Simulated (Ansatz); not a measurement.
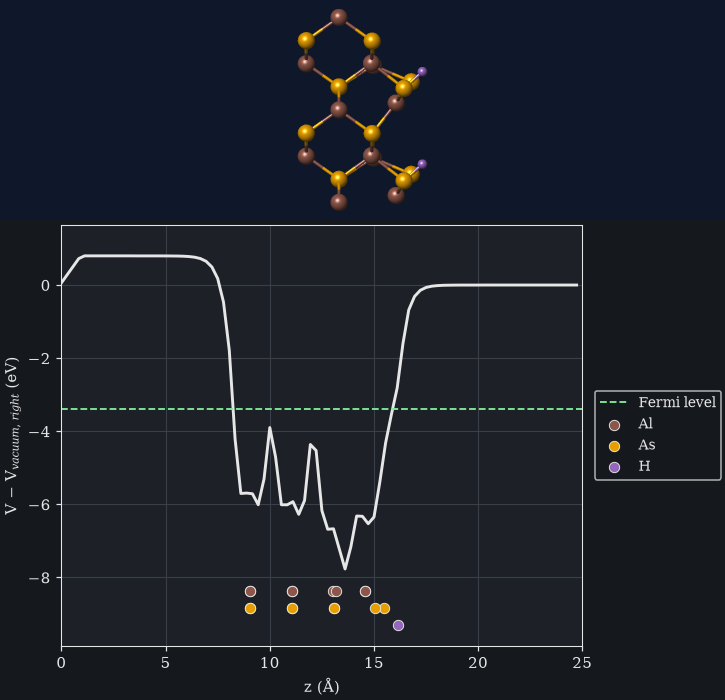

Describe the figure.

Plane-averaged electrostatic potential energy of an electron across the slab; circles at the bottom mark the heights of the atoms (positions after relaxation). The structure is drawn too. System: a (110) slab cut from AlAs (F-43m), of composition Al$_{8}$As$_{8}$H (not the bulk's), ended by AlAs planes, 17 atoms in the cell. Computed with Ansatz: DFT PBE+D3(BJ), scalar-relativistic, plane waves, PAW, spin-polarised, 4×5×1 k mesh, 420 eV cutoff.

The work function is 3.39 eV at the right face and 4.19 eV at the left. The vacuum level is 0.80 eV higher at the left than at the right, so the slab carries a dipole along its normal; the ramp in the vacuum, at or near the edge of the plot, is the dipole correction that keeps each side flat. Some atoms were held fixed in the relaxation, which can itself make the faces differ. The outermost atoms are 7.1 Å apart, which leaves 17.9 Å of vacuum in a cell 25.0 Å high.
